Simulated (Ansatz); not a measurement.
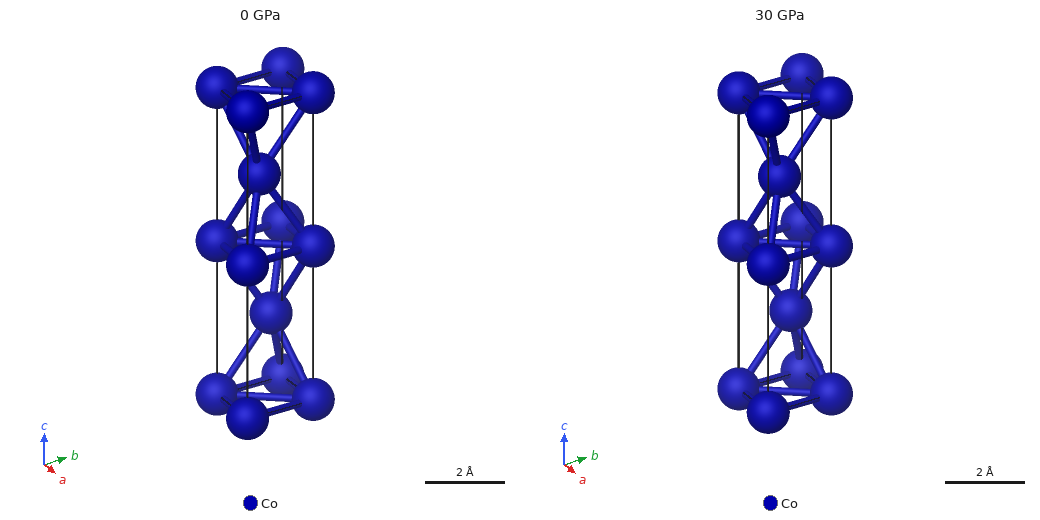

Co, double hexagonal close-packed (α-La type), space group P6₃/mmc (No. 194), relaxed (cell and atoms) under a series of hydrostatic pressures; the conventional cell is drawn at the lowest and the highest, to one scale (sticks follow a distance rule). The start was a structure listed in the Materials Project.

Alike in all runs: Ansatz 0.2.0; functional PBE; potentials Ansatz PAW; cutoff 420 eV; k mesh 12 × 12 × 4 on the run's cell of 4 atoms; occupations fermi-dirac, width 0.05 eV; collinear spin, ferromagnetic start; no spin-orbit coupling.

| pressure (GPa) | volume (Å³/atom) | a (Å) | c (Å) | moment (μB/atom) |
| --- | --- | --- | --- | --- |
| 0.0 | 10.915 | 2.498 | 8.079 | 1.67 |
| 2.0 | 10.815 | 2.490 | 8.054 | 1.66 |
| 5.0 | 10.673 | 2.480 | 8.018 | 1.65 |
| 10.0 | 10.456 | 2.463 | 7.964 | 1.63 |
| 20.0 | ? | ? | ? | ? |
| 30.0 | 9.756 | 2.404 | 7.797 | 1.53 |

Q: Fit a third-order Birch-Murnaghan equation to the rows given and use it to fill in the volume that is left out.

A: The fit gives V0 = 10.92 Å³/atom, B0 = 212 GPa and B0′ = 4.1, which puts the volume at 20.0 GPa at 10.08 Å³/atom. The run gave volume 10.071 Å³/atom; a 2.431 Å; c 7.873 Å; moment 1.58 μB/atom.

Q: Which axis yields most up to 30 GPa?

A: The axes shrink nearly alike: a −3.8 %, c −3.5 %, against −10.6 % in volume.

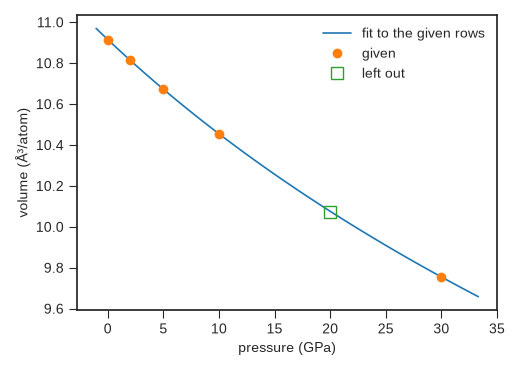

Volume against pressure, with the fit. The structure was kept in its own symmetry, so a change to another phase within this range wouldn't be seen.

Caveat: the plane-wave basis is chosen anew once the cell has moved, so the energies of steps on either side of that aren't comparable.
